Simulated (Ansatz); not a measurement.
# Run report: Sb, band-structure calculation

The run: band-structure calculation of Sb (R-3m, 2 atoms in the cell). Method and program: DFT, PBEsol, all-electron LAPW, scalar-relativistic, no spin polarisation (Ansatz 0.2.0).

The structure derives from an entry of the Crystallography Open Database. It belongs to a series of runs on one base structure; here: functional pbesol. Figures and captions count atoms from 1; the log counts them from 0 in places.

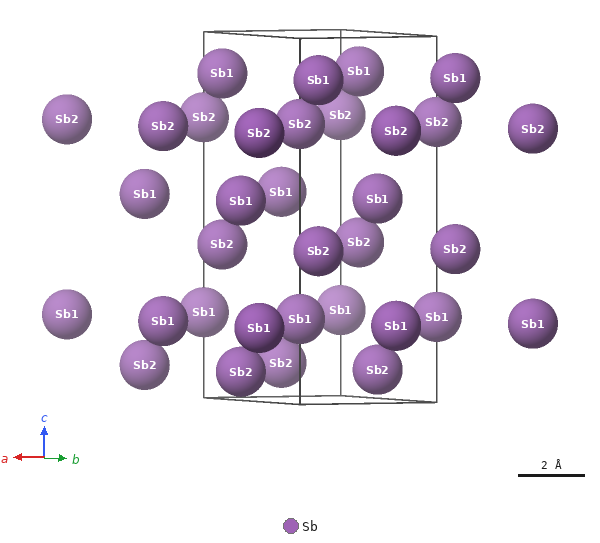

**Figure 1.** The structure as given in the input (spheres-only view of the cell 3 times as large as that of the calculation, set on its symmetry axes, repeated 2 × 2 × 1, seen at an oblique angle; atoms are numbered from 1 in the order of the input). An atom can appear more than once, as a periodic image.

**The input**
```yaml
crystal:
  lattice:
    - [2.150600332, 1.2416496806, 3.744]
    - [-2.150600332, 1.2416496806, 3.744]
    - [0.0, -2.4832993611, 3.744]
  atoms:
    - { symbol: Sb, position: [0.23364, 0.23364, 0.23364] }
    - { symbol: Sb, position: [0.76636, 0.76636, 0.76636] }
kpoints:
  mp_grid: { grid: [9, 9, 9] }
  band_path:
    path:
      - [0.0, 0.0, 0.0]
      - [0.5, 0.5, 0.5]
      - [0.7600111779, 0.2399888221, 0.5]
      - [0.5, -0.2399888221, 0.2399888221]
      - [0.5, 0.0, 0.0]
      - [0.0, 0.0, 0.0]
      - [0.369994411, -0.369994411, 0.0]
      - [0.630005589, 0.0, 0.369994411]
      - [0.5, 0.0, 0.5]
    npoints: 5
scf:
  occupations: { method: fermi_dirac, width: 0.05 }
hamiltonian:
  xc: pbesol
  pseudopotentials: { kind: all_electron, lapw: { basis_error: 0.0005 } }
output:
  forces: true
  stress: true
  eigenvalues: true
```

Launch command:
```bash
ansatz run input.yaml --threads 1 --pin off --max-ram 2048MiB --backend cpu --events-out ev --progress --plain --runs-dir out
```

**What the program printed**
```
LAPW: plane waves up to 8.095 Å⁻¹, error target 5.0e-4 eV per atom; small_component_spin mean_spin; Sb in spheres of 1.452 Å, 23 of its electrons in bands, Dirac shells [] (how accurate: hamiltonian.pseudopotentials.lapw.basis_error, Limitations)
Engine: ansatz 0.2.0, x86_64-unknown-linux-gnu
Pseudopotentials: kind: all_electron
Pseudopotential: Sb, LAPW, valence charge 23, lapw/all_electron/scalar/gaussian/Sb, Koelling and Harmon's equation, gaussian nucleus
Functional definition: PBEsol
  exchange = pbesol_x
  correlation = pbesol_c
Crystal: 2 atoms, lattice volume = 59.985 Å³
Basis set: ecut = 249.6409072297097 eV, 543 PW (Γ), exchange–correlation at level 2
Bands: 28, of which v1, the nominal top of the filled ones, is band 23 counted from 1 (22 counted from 0)
Symmetry: 12 space group operations
Space group: R-3m (ITA 166), of the structure as read, at distance tolerance 3.9e-5 Å
k-points: 85 of 729
Non-local potential: Sb, projectors of the file, none
Initial density: superposition of atomic densities (chi_scale 0.1, normalization cell)
Initial wavefunctions: plane waves of lowest kinetic energy (no species holds an atomic orbital)
Functional: x = pbesol(κ = 0.804, μ = 0.12345679012345678), c = pbesol(β = 0.046)
iter 1 solved again at ethr=1.53e-4 eV; its pass at ethr=1.00e-1 eV (dr2=7.04e-2 eV) is discarded
SCF iter   1: F=—  HF=-352583.643489 eV  |F-HF|=—  |Δ(HF+E_count)|=         —  Δρ=1.23e-2  dr2=7.14e-2  ethr=1.53e-4  ⟨swp⟩=3.0  Hψ=15798  notcnv=0
preconditioner: auto → Kerker (q_TF=auto, 2.610 Å⁻¹)  [metal: Δε(μ)=0.060 eV  Ē_g=9.498 eV  σ=0.050 eV  W_gap=0.29  n_scr=14 (ndim 8)  ℏωp=15.2 eV  f_vac=0.017  D(μ)=0.22/eV (n_scr^D=0)]
SCF iter   2: F=—  HF=-352583.633234 eV  |F-HF|=—  |Δ(HF+E_count)|=   1.03e-2  Δρ=8.27e-3  dr2=3.93e-2  ethr=1.53e-4  ⟨swp⟩=2.0  Hψ=7007  notcnv=0
SCF iter   3: F=—  HF=-352583.629929 eV  |F-HF|=—  |Δ(HF+E_count)|=   3.31e-3  Δρ=2.65e-3  dr2=5.71e-3  ethr=8.54e-5  ⟨swp⟩=2.0  Hψ=7003  notcnv=0
SCF iter   4: F=—  HF=-352583.628502 eV  |F-HF|=—  |Δ(HF+E_count)|=         —  Δρ=1.01e-3  dr2=1.25e-3  ethr=1.24e-5  ⟨swp⟩=2.0  Hψ=7003  notcnv=0
the basis was enlarged: its passes take 357.4 KiB over the memory plan, 1 of 1 planned eigensolver slots
SCF iter   5: F=—  HF=-352583.628347 eV  |F-HF|=—  |Δ(HF+E_count)|=   1.55e-4  Δρ=3.88e-4  dr2=1.49e-4  ethr=2.72e-6  ⟨swp⟩=2.0  Hψ=7001  notcnv=0
SCF iter   6: F=—  HF=-352583.628390 eV  |F-HF|=—  |Δ(HF+E_count)|=   4.34e-5  Δρ=1.80e-4  dr2=3.14e-5  ethr=3.24e-7  ⟨swp⟩=2.0  Hψ=7005  notcnv=0
iter 7 solved again at ethr=4.98e-9 eV; its pass at ethr=6.82e-8 eV (dr2=2.29e-6 eV) is discarded
SCF iter   7: F=—  HF=-352583.628395 eV  |F-HF|=—  |Δ(HF+E_count)|=   4.26e-6  Δρ=5.17e-5  dr2=2.28e-6  ethr=4.98e-9  ⟨swp⟩=2.0  Hψ=11973  notcnv=0
SCF iter   8: F=—  HF=-352583.628394 eV  |F-HF|=—  |Δ(HF+E_count)|=   8.94e-7  Δρ=1.43e-5  dr2=1.31e-7  ethr=4.96e-9  ⟨swp⟩=3.0  Hψ=7176  notcnv=0
SCF iter   9: F=-352583.628394 eV  HF=-352583.628394 eV  |F-HF|=4.89e-9  |Δ(HF+E_count)|=   8.09e-9  Δρ=4.34e-6  dr2=1.74e-8  ethr=2.84e-10  ⟨swp⟩=2.0  Hψ=7001  notcnv=0
SCF 1 converged in 9 iterations: F = -352583.628394 eV  dr2 = 1.74e-8
```

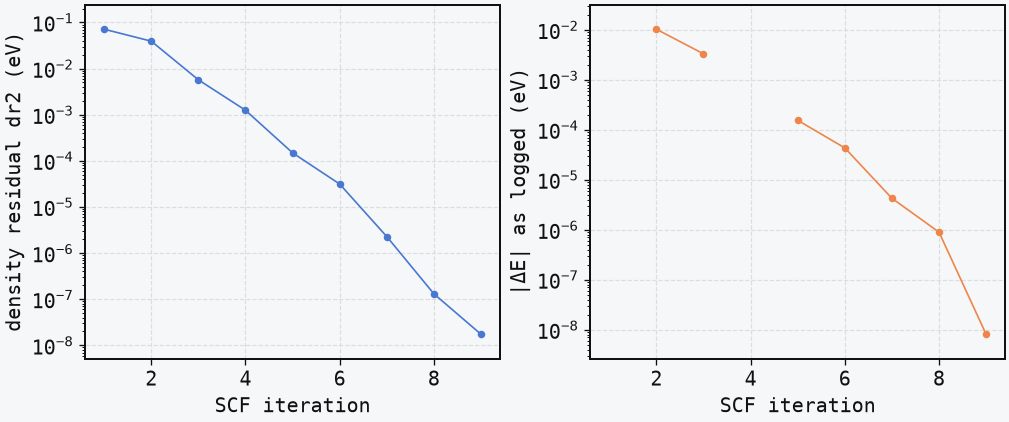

**Figure 2.** Convergence of the self-consistent field: density residual dr2 and size of the energy change against the SCF iteration. The residual falls at every step.

```
NSCF: frozen V_eff on 41 k-points
SCF converged after 9 iterations
Free energy (F): -352583.628394 eV
Harris-Foulkes:  -352583.628394 eV  (|F-HF|=4.89e-9)
Internal energy: -352583.626631 eV  (E = F + TS)
E sigma→0 (E₀):  -352583.627512 eV
Entropy (-TS):   -0.001763 eV (-0.881 meV/atom)
Fermi energy:    12.680836 eV
--- Per-component energies (eV) ---
  E_band       = -1800.874496
  E_kinetic    = 371553.018128
  E_xc         = -9132.649114
  E_electrostatic = -715003.995644  (all electrons and nuclei)
  E_smearing   = -0.001763  (= −TS)
  E_closure    = 0.000000  (closes the sum)
  E_atoms      = -352574.528891  (free atoms, spherical and without spin; not in F)
  Σ components = -352583.628394   (vs F -352583.628394, Δ=0.00e0)
  Basis errors (estimates in eV, not in F): energy 2.0e-4 per atom: plane waves 1.8e-4 (1.0e-4 summed), levels above the bands 4.2e-47, relativity 1.7e-9, radial functions 1.6e-5, core shells 4.5e-9; eigenvalues (radial functions only) 1.7e-7; not estimated: angular momenta, meshes, grids; target (lapw.basis_error) 5.0e-4; muffin-tin radii Sb 1.452 Å
--- Forces (eV/Å), atoms counted from 1 ---
  atom   1  Sb     0.00000000     0.00000000     0.14381920
  atom   2  Sb    -0.00000000    -0.00000000    -0.14381920
  max |Σ_I F_I| component: 9.25e-18 eV/Å
--- Stress (GPa, compression-positive) ---
        0.591720       0.000000      -0.000000
        0.000000       0.591720      -0.000000
       -0.000000      -0.000000       0.095493
  P = ⅓ Tr σ = 0.4263 GPa (4.263 kbar)
--- Band table (eV; the first three rows and the last of 85) ---
  k-point 0: bands = ["-131.5982", "-131.5975", "-84.6313", "-84.6313", "-84.6270", "-84.6270", "-84.6149", "-84.6117", "-16.6862", "-16.6862", "-16.5940", "-16.5940", "-16.5712", "-16.4775", "-16.4775", "-16.4736", "-16.3963", "-16.3963", "-0.0913", "7.8928", "10.6288", "10.8938", "10.8938", "14.7900", "15.4070", "15.4070", "17.8008", "17.8008"]
  k-point 1: bands = ["-131.5982", "-131.5975", "-84.6313", "-84.6313", "-84.6271", "-84.6270", "-84.6148", "-84.6117", "-16.6810", "-16.6789", "-16.5916", "-16.5899", "-16.5680", "-16.4809", "-16.4800", "-16.4766", "-16.4036", "-16.4017", "0.0461", "7.2926", "10.6674", "10.8617", "11.1197", "14.7125", "15.0392", "15.0798", "17.2788", "17.7119"]
  k-point 2: bands = ["-131.5981", "-131.5976", "-84.6313", "-84.6310", "-84.6275", "-84.6270", "-84.6145", "-84.6119", "-16.6670", "-16.6581", "-16.5853", "-16.5781", "-16.5586", "-16.4907", "-16.4905", "-16.4820", "-16.4237", "-16.4165", "0.4554", "6.0289", "10.6791", "10.7995", "11.5260", "14.1370", "14.2746", "14.3390", "17.4036", "18.0261"]
  k-point 84: bands = ["-131.5981", "-131.5975", "-84.6311", "-84.6310", "-84.6273", "-84.6272", "-84.6143", "-84.6122", "-16.6363", "-16.6352", "-16.5750", "-16.5728", "-16.5501", "-16.4935", "-16.4930", "-16.4911", "-16.4516", "-16.4503", "1.5759", "3.7372", "9.8800", "10.9376", "11.9398", "13.3770", "13.5666", "15.1299", "19.1156", "20.5343"]
```

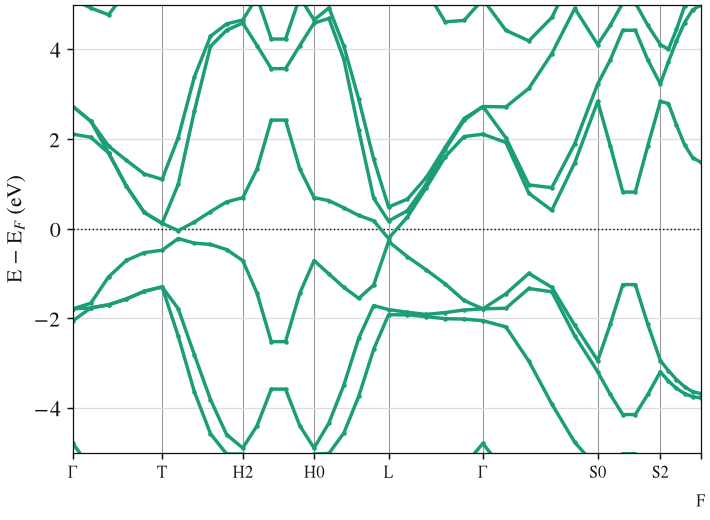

**Figure 3.** Band structure along Γ–T–H2–H0–L–Γ–S0–S2–F, with energies from the Fermi level.

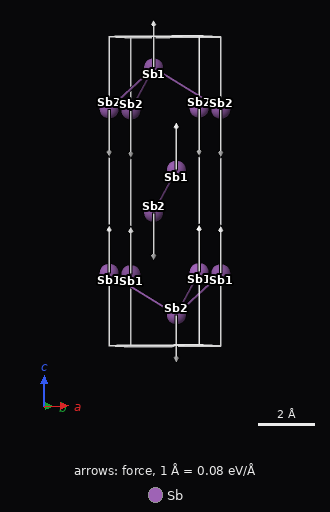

**Figure 4.** Forces on the atoms as white arrows (ball-and-stick view of the cell 3 times as large as that of the calculation, set on its symmetry axes, seen at an oblique angle; atoms are numbered from 1 in the order of the input). The largest act on Sb1, Sb2 (0.14 eV/Å). The geometry is not a stationary point of this energy.

**Summary**

| quantity | value |
| --- | --- |
| outcome | converged |
| space group (tolerance 0.01 Å) | R-3m (166) |
| electrons in bands (core shells apart) | 46 |
| free energy | −352583.6284 eV |
| Fermi energy | 12.681 eV |
| pressure | 0.43 GPa |
| largest force (length of the vector) | 0.144 eV/Å |
| hardware | 1 thread of AMD EPYC (Zen 5), 32 GiB of memory available, shared host |
| wall time | 11 s |
| peak memory | 0.5 GiB |
